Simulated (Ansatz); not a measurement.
# ZnO: what the fields show

```xyz
12
Lattice="3.3500 0.0000 0.0000 0.0000 10.1517 0.0000 0.0000 0.0000 4.7518" Properties=species:S:1:pos:R:3 pbc="T T T"
Zn    1.6750    8.6439    0.5108
Zn    1.6750    1.5078    0.5108
Zn    0.0000    0.0000    2.9048
Zn    1.6750    5.0758    1.8470
Zn    0.0000    3.5680    4.2410
Zn    0.0000    6.5837    4.2410
O     1.6750    0.0000    1.7787
O     0.0000    8.6090    4.1434
O     0.0000    1.5426    4.1434
O     1.6750    3.5332    0.6084
O     1.6750    6.6185    0.6084
O     0.0000    5.0758    2.9731
```

Space group Pmmn; a structure generated by program, which may or may not match a known phase; computed pressure about −10 GPa in this cell.

Method: Ansatz, DFT LDA, scalar-relativistic, plane waves, PAW.

The density is the valence pseudo-density of a PAW calculation; it isn't the true density close to the nuclei.

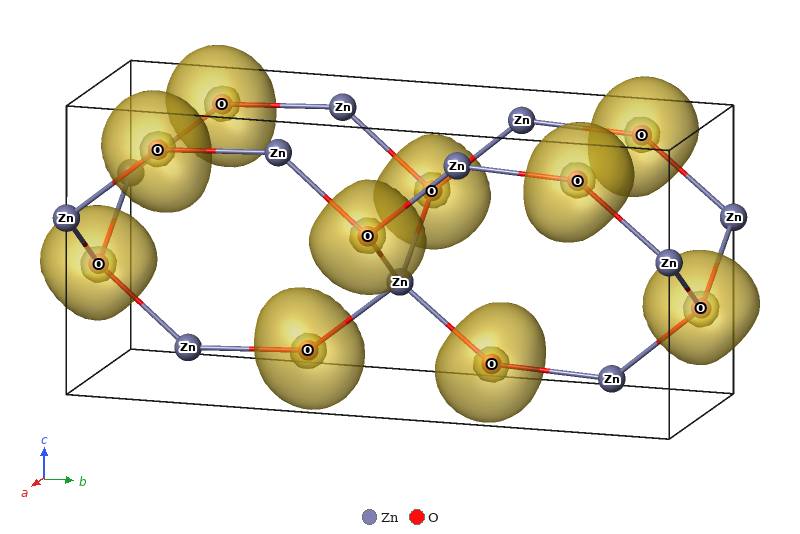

Figure 1. Isosurface of the ELF at 0.6 (yellow), seen slightly off an axis. Only the valence region is drawn (cores and ρ < 0.01 e/Å³ removed). Sticks mark near contacts.

> Where are the electrons localised?

The ELF exceeds this value in six regions wrapped around O (the valence shell of each), counted in one cell of 12 atoms. Any copies at cell faces, edges or corners count once. Along the contacts the grid gives the following. Zn–O (1.97 Å): the ELF peaks at about 0.85 in the valence shell of O, 0.6 Å from its nucleus, and is about 0.25 at the midpoint: no localised pair shows between them. Zn–O (2.01 Å): the ELF peaks at about 0.85 in the valence shell of O, 0.6 Å from its nucleus, and is about 0.25 at the midpoint (no shared electron pair shows on this line).

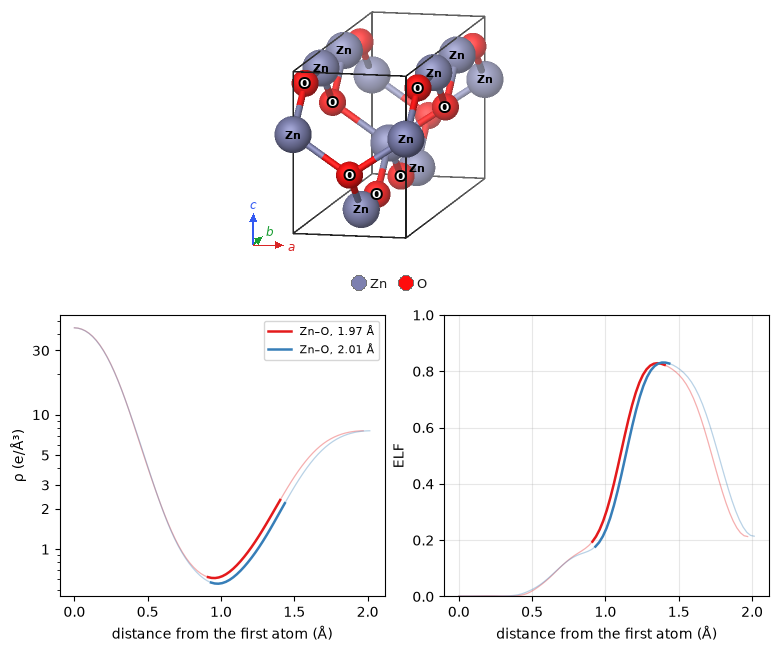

Figure 2. Valence charge density (pseudo) and electron localisation function along straight lines between neighbouring atoms. Thin, pale parts lie inside the atomic spheres. The structure is drawn too.

> What can be read from the curves?

Zn–O (1.97 Å): the density is about 0.62 e/Å³ at the midpoint; the ELF peaks at about 0.85 in the valence shell of O, 0.6 Å from its nucleus, and is about 0.25 at the midpoint: no shared electron pair shows on this line.
Zn–O (2.01 Å): ρ at the midpoint is about 0.56 e/Å³; the ELF peaks at about 0.85 in the valence shell of O, 0.6 Å from its nucleus, and is about 0.25 at the midpoint; no shared electron pair shows on this line.

> Metal or insulator at this level of theory?

It is gapped, with a Kohn–Sham gap of 0.78 eV on the k-point mesh, an upper bound to the gap of this method.
